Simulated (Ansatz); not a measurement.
**Run report: SiO2, geometry relaxation**

- system: SiO2 (P4₂/mnm, 6 atoms in the cell)
- method: DFT, r2SCAN, plane waves, PAW (Ansatz 0.2.0)

The structure derives from an entry of the Crystallography Open Database.

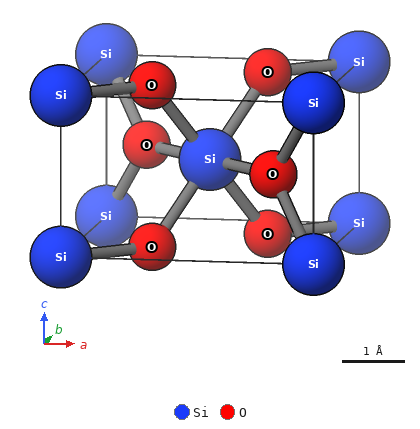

Figure 1. The structure as given in the input (ball-and-stick view of the cell of the calculation, seen slightly off an axis).

### The input
```yaml
crystal:
  lattice:
    - [4.14120332, 0.0, 0.0]
    - [0.0, 4.14120332, 0.0]
    - [0.0, 0.0, 2.64246701]
  atoms:
    - { symbol: Si, position: [0.0, 0.0, 0.0] }
    - { symbol: Si, position: [0.5, 0.5, 0.5] }
    - { symbol: O, position: [0.30615, 0.30615, 0.0] }
    - { symbol: O, position: [0.19385, 0.80615, 0.5] }
    - { symbol: O, position: [0.69385, 0.69385, 0.0] }
    - { symbol: O, position: [0.80615, 0.19385, 0.5] }
  symmetry: { tolerance: 0.0003 }
kpoints:
  mp_grid: { grid: [4, 4, 7], shift: [0, 0, 0] }
magnetization:
  spin_polarized: false
scf:
  occupations: { method: fermi_dirac }
  convergence: { dr2_threshold: -1.0e-06 }
  max_iter: 50
hamiltonian:
  pseudopotentials: { kind: paw }
  xc: r2scan
basis:
  ecutwfc: 500
output:
  forces: true
  stress: true
  eigenvalues: true
relax:
  max_steps: 40
  cell: {}
```

Command:
```bash
ansatz run input.yaml --threads 1 --pin off --max-ram 2560MiB --backend cpu --events-out ev --progress --plain --runs-dir out
```

### Log
```
Error: invalid value for `scf.convergence.dr2_threshold`: must be finite and > 0; got -0.000001 eV
```

### What the run reported

```json
{"quantity": "outcome", "value": "refused by the program"}
{"quantity": "space group (tolerance 0.01 Å)", "value": "P4₂/mnm (136)"}
{"quantity": "hardware", "value": "1 CPU thread, shared host"}
```

The input was spoiled on purpose: a threshold that can't be met (`scf.convergence.dr2_threshold`). The program refused the input: “invalid value for `scf.convergence.dr2_threshold`: must be finite and > 0; got -0.000001 eV”
